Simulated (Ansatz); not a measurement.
**Geometry relaxation of HgTe (part 2 of 2)**

HgTe (F-43m, 16 atoms in the cell); DFT PBEsol, scalar-relativistic, plane waves, PAW, no spin polarisation (Ansatz 0.2.0); cutoff 420 eV, 6×6×6 k-mesh, Gaussian smearing of 0.1 eV. The structure derives from a Materials Project entry. It belongs to a series of runs on one base structure; here: 0 of 8 Te sites taken by S, cell and atoms relaxed.

Geometry of the input (Å; fractional positions):
```
-6.5113  -6.5113  0.0000
0.0000  -6.5113  6.5113
-6.5113  0.0000  6.5113
Hg -0.0000  0.0000  0.5000
Hg 0.5000  0.0000  0.5000
Hg -0.0000  0.5000  0.5000
Hg 0.5000  0.5000  0.5000
Hg 0.0000  0.0000  0.0000
Hg 0.5000  0.0000  -0.0000
Hg -0.0000  0.5000  0.0000
Hg 0.5000  0.5000  0.0000
Te 0.1250  0.1250  0.1250
Te 0.6250  0.1250  0.1250
Te 0.1250  0.6250  0.1250
Te 0.6250  0.6250  0.1250
Te 0.1250  0.1250  0.6250
Te 0.6250  0.1250  0.6250
Te 0.1250  0.6250  0.6250
Te 0.6250  0.6250  0.6250
```

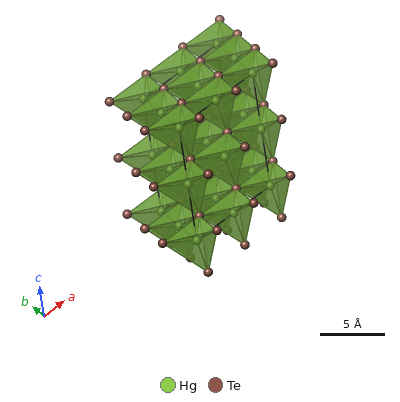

**Figure 1.** The geometry at step 2 of the log (polyhedral view of the cell of the calculation, seen slightly off an axis; polyhedra are completed across the faces of the cell).

### Output, continued
```
  k-point 1: bands = ["-106.6189", "-106.6189", "-106.6189", "-106.6189", "-106.6189", "-106.6189", "-106.6189", "-106.6189", "-55.0181", "-55.0181", "-55.0181", "-55.0181", "-55.0181", "-55.0181", "-55.0181", "-55.0181", "-55.0181", "-55.0181", "-55.0181", "-55.0181", "-55.0181", "-55.0181", "-55.0181", "-55.0181", "-55.0181", "-55.0181", "-55.0181", "-55.0181", "-55.0181", "-55.0180", "-55.0180", "-55.0180", "-28.3848", "-28.3848", "-28.3848", "-28.3844", "-28.3844", "-28.3844", "-28.3844", "-28.3841",
      "-28.3841", "-28.3841", "-28.3839", "-28.3839", "-28.3839", "-28.3839", "-28.3839", "-28.3839", "-28.3839", "-28.3839", "-28.3837", "-28.3837", "-28.3837", "-28.3837", "-28.3837", "-28.3837", "-28.3766", "-28.3766", "-28.3766", "-28.3765", "-28.3765", "-28.3764", "-28.3764", "-28.3764", "-28.3764", "-28.3764", "-28.3764", "-28.3764", "-28.3764", "-28.3761", "-28.3761", "-28.3761", "-3.5983", "-3.1224", "-3.0702", "-3.0702", "-3.0702", "-2.9037", "-2.9037", "-2.9037",
      "1.0321", "1.0321", "1.0342", "1.1353", "1.1353", "1.1447", "1.1447", "1.1447", "1.1548", "1.1548", "1.1548", "1.2015", "1.2015", "1.2015", "1.3365", "1.3365", "1.3365", "1.3476", "1.3476", "1.3476", "1.5309", "1.5309", "1.5341", "1.5341", "1.5341", "1.5474", "1.5474", "1.5529", "1.5529", "1.5529", "1.5862", "1.5862", "1.5862", "1.6270", "1.8052", "1.8052", "1.8052", "1.9185", "1.9185", "1.9185",
      "2.9306", "2.9306", "2.9306", "2.9919", "2.9919", "2.9919", "3.2193", "5.9389", "5.9389", "5.9389", "6.1123", "6.1123", "6.1123", "6.8077", "6.8938", "6.8938", "6.8938", "7.1854", "7.1854", "7.1854", "7.3396", "7.3396", "8.1572", "8.1572", "8.6254", "8.9081", "9.3190", "9.3190", "9.3190", "10.2073", "10.2073", "10.2073", "10.8914", "10.8914", "10.8914", "12.3618", "12.5834", "12.5834", "13.0019", "13.0019",
      "13.0019", "13.2627", "13.2627", "13.4521", "13.4521", "13.4521", "14.7319", "14.9736", "14.9736", "14.9736", "15.0484", "15.6728", "15.7629"]
  k-point 2: bands = ["-106.6189", "-106.6189", "-106.6189", "-106.6189", "-106.6189", "-106.6189", "-106.6189", "-106.6189", "-55.0181", "-55.0181", "-55.0181", "-55.0181", "-55.0181", "-55.0181", "-55.0181", "-55.0181", "-55.0181", "-55.0181", "-55.0181", "-55.0181", "-55.0181", "-55.0181", "-55.0181", "-55.0181", "-55.0181", "-55.0181", "-55.0181", "-55.0181", "-55.0180", "-55.0180", "-55.0180", "-55.0180", "-28.3847", "-28.3847", "-28.3847", "-28.3844", "-28.3844", "-28.3844", "-28.3844", "-28.3842",
      "-28.3841", "-28.3841", "-28.3840", "-28.3840", "-28.3840", "-28.3840", "-28.3840", "-28.3838", "-28.3838", "-28.3838", "-28.3838", "-28.3838", "-28.3838", "-28.3837", "-28.3837", "-28.3837", "-28.3765", "-28.3765", "-28.3765", "-28.3765", "-28.3765", "-28.3764", "-28.3764", "-28.3764", "-28.3764", "-28.3764", "-28.3763", "-28.3763", "-28.3763", "-28.3761", "-28.3761", "-28.3761", "-3.5041", "-3.2296", "-3.0368", "-3.0368", "-3.0368", "-2.9408", "-2.9408", "-2.9408",
      "1.0573", "1.0573", "1.0775", "1.1176", "1.1176", "1.1572", "1.1572", "1.1572", "1.1928", "1.1928", "1.1928", "1.1999", "1.1999", "1.1999", "1.2987", "1.2987", "1.2987", "1.3579", "1.3614", "1.3614", "1.3614", "1.4817", "1.4817", "1.4817", "1.5292", "1.5292", "1.5379", "1.5379", "1.5566", "1.5566", "1.5566", "1.5745", "1.5745", "1.5745", "1.7903", "1.7903", "1.7903", "1.8518", "1.8518", "1.8518",
      "3.0944", "3.0944", "3.0944", "3.1582", "3.1582", "3.1582", "3.9739", "5.7896", "5.7896", "5.7896", "5.8673", "6.2832", "6.2832", "6.2832", "6.3158", "6.3158", "6.3158", "6.9288", "6.9288", "6.9288", "7.4914", "7.4914", "7.9578", "7.9578", "8.9759", "8.9794", "10.0018", "10.0018", "10.0018", "10.3575", "10.3575", "10.3575", "11.5064", "11.5064", "11.5064", "12.4582", "12.6231", "12.6231", "12.6231", "12.8400",
      "12.8400", "13.2308", "13.2308", "13.9289", "13.9756", "13.9756", "13.9756", "14.4749", "14.4749", "14.4749", "14.8115", "14.8115", "14.8115"]
  k-point 15: bands = ["-106.6189", "-106.6189", "-106.6189", "-106.6189", "-106.6189", "-106.6189", "-106.6189", "-106.6189", "-55.0181", "-55.0181", "-55.0181", "-55.0181", "-55.0181", "-55.0181", "-55.0181", "-55.0181", "-55.0181", "-55.0181", "-55.0181", "-55.0181", "-55.0181", "-55.0181", "-55.0181", "-55.0181", "-55.0181", "-55.0181", "-55.0181", "-55.0181", "-55.0180", "-55.0180", "-55.0180", "-55.0180", "-28.3845", "-28.3845", "-28.3844", "-28.3844", "-28.3844", "-28.3844", "-28.3843", "-28.3843",
      "-28.3841", "-28.3841", "-28.3841", "-28.3841", "-28.3840", "-28.3840", "-28.3839", "-28.3839", "-28.3839", "-28.3839", "-28.3839", "-28.3839", "-28.3838", "-28.3838", "-28.3837", "-28.3837", "-28.3765", "-28.3765", "-28.3765", "-28.3765", "-28.3764", "-28.3764", "-28.3764", "-28.3764", "-28.3763", "-28.3763", "-28.3763", "-28.3763", "-28.3763", "-28.3763", "-28.3762", "-28.3762", "-3.2551", "-3.2551", "-3.1849", "-3.1849", "-2.9900", "-2.9900", "-2.9176", "-2.9176",
      "1.1066", "1.1066", "1.1356", "1.1356", "1.1630", "1.1630", "1.1665", "1.1665", "1.1954", "1.1954", "1.2023", "1.2023", "1.2177", "1.2177", "1.2252", "1.2252", "1.2591", "1.2591", "1.3068", "1.3068", "1.4803", "1.4803", "1.4804", "1.4804", "1.5122", "1.5122", "1.5142", "1.5142", "1.5196", "1.5196", "1.5305", "1.5305", "1.5609", "1.5609", "1.5721", "1.5721", "1.7915", "1.7915", "2.0079", "2.0079",
      "2.9459", "2.9459", "3.2607", "3.2607", "4.1923", "4.1923", "4.6524", "4.6524", "5.4757", "5.4757", "5.5292", "5.5292", "6.1959", "6.1959", "6.2693", "6.2693", "6.7408", "6.7408", "6.7969", "6.7969", "7.1208", "7.1208", "7.3441", "7.3441", "10.2055", "10.2055", "10.2160", "10.2160", "10.6278", "10.6278", "11.0700", "11.0700", "11.4774", "11.4774", "12.3761", "12.3761", "12.8377", "12.8377", "12.8949", "12.8949",
      "13.2599", "13.2599", "13.3010", "13.3010", "13.3894", "13.3894", "13.7762", "13.7762", "14.0808", "14.0808", "14.3091", "14.3091", "14.9510"]
--- Relaxed structure (1 steps of the walk, 1 accepted, 1 SCFs on fresh bases) ---
  F+E_penalty+E_count = -164558.52360193 eV   max|allowed force component| = 3.281e-17 eV/Å   (the final SCF, on the basis selected at the relaxed cell)
  cell:  # Å, volume = 552.1143 Å³
    - [-6.5112794202, -6.5112794202, 0.0]
    - [0.0, -6.5112794202, 6.5112794202]
    - [-6.5112794202, 0.0, 6.5112794202]
  atoms:
    - { symbol: Hg, position: [0.0, 0.0, 0.5] }
    - { symbol: Hg, position: [0.5, 0.0, 0.5] }
    - { symbol: Hg, position: [0.0, 0.5, 0.5] }
    - { symbol: Hg, position: [0.5, 0.5, 0.5] }
    - { symbol: Hg, position: [-0.0, 0.0, 0.0] }
    - { symbol: Hg, position: [0.5, 0.0, 0.0] }
    - { symbol: Hg, position: [0.0, 0.5, 0.0] }
    - { symbol: Hg, position: [0.5, 0.5, 0.0] }
    - { symbol: Te, position: [0.125, 0.125, 0.125] }
    - { symbol: Te, position: [0.625, 0.125, 0.125] }
    - { symbol: Te, position: [0.125, 0.625, 0.125] }
    - { symbol: Te, position: [0.625, 0.625, 0.125] }
    - { symbol: Te, position: [0.125, 0.125, 0.625] }
    - { symbol: Te, position: [0.625, 0.125, 0.625] }
    - { symbol: Te, position: [0.125, 0.625, 0.625] }
    - { symbol: Te, position: [0.625, 0.625, 0.625] }
```

### Trajectory as extended XYZ (Å, eV, eV/Å), 2 frames, from step=1 to step=2
```
16
Lattice="-6.5113 -6.5113 0.0000 0.0000 -6.5113 6.5113 -6.5113 0.0000 6.5113" Properties=species:S:1:pos:R:3:forces:R:3 step=1 energy=-164558.52360 pressure_GPa=-0.04
Hg   -3.2556    0.0000    3.2556    0.0000   0.0000   0.0000
Hg   -6.5113   -3.2556    3.2556    0.0000   0.0000   0.0000
Hg   -3.2556   -3.2556    6.5113    0.0000   0.0000   0.0000
Hg   -6.5113   -6.5113    6.5113    0.0000   0.0000   0.0000
Hg    0.0000    0.0000    0.0000    0.0000   0.0000   0.0000
Hg   -3.2556   -3.2556    0.0000    0.0000   0.0000   0.0000
Hg    0.0000   -3.2556    3.2556    0.0000   0.0000   0.0000
Hg   -3.2556   -6.5113    3.2556    0.0000   0.0000   0.0000
Te   -1.6278   -1.6278    1.6278    0.0000   0.0000   0.0000
Te   -4.8835   -4.8835    1.6278    0.0000   0.0000   0.0000
Te   -1.6278   -4.8835    4.8835    0.0000   0.0000   0.0000
Te   -4.8835   -8.1391    4.8835    0.0000   0.0000   0.0000
Te   -4.8835   -1.6278    4.8835    0.0000   0.0000   0.0000
Te   -8.1391   -4.8835    4.8835    0.0000   0.0000   0.0000
Te   -4.8835   -4.8835    8.1391    0.0000   0.0000   0.0000
Te   -8.1391   -8.1391    8.1391    0.0000   0.0000   0.0000
16
Lattice="-6.5113 -6.5113 0.0000 0.0000 -6.5113 6.5113 -6.5113 0.0000 6.5113" Properties=species:S:1:pos:R:3:forces:R:3 step=2 energy=-164558.52360 pressure_GPa=-0.04
Hg   -3.2556    0.0000    3.2556    0.0000   0.0000   0.0000
Hg   -6.5113   -3.2556    3.2556    0.0000   0.0000   0.0000
Hg   -3.2556   -3.2556    6.5113    0.0000   0.0000   0.0000
Hg   -6.5113   -6.5113    6.5113    0.0000   0.0000   0.0000
Hg    0.0000    0.0000    0.0000    0.0000   0.0000   0.0000
Hg   -3.2556   -3.2556    0.0000    0.0000   0.0000   0.0000
Hg    0.0000   -3.2556    3.2556    0.0000   0.0000   0.0000
Hg   -3.2556   -6.5113    3.2556    0.0000   0.0000   0.0000
Te   -1.6278   -1.6278    1.6278    0.0000   0.0000   0.0000
Te   -4.8835   -4.8835    1.6278    0.0000   0.0000   0.0000
Te   -1.6278   -4.8835    4.8835    0.0000   0.0000   0.0000
Te   -4.8835   -8.1391    4.8835    0.0000   0.0000   0.0000
Te   -4.8835   -1.6278    4.8835    0.0000   0.0000   0.0000
Te   -8.1391   -4.8835    4.8835    0.0000   0.0000   0.0000
Te   -4.8835   -4.8835    8.1391    0.0000   0.0000   0.0000
Te   -8.1391   -8.1391    8.1391    0.0000   0.0000   0.0000
```

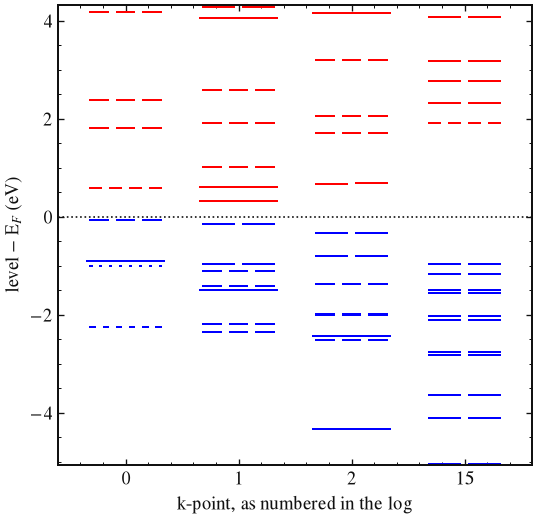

**Figure 2.** Kohn–Sham levels near the Fermi level (dotted) at the few k-points that the log prints; levels within 0.02 eV of each other stand side by side. The system is metallic on the full mesh.
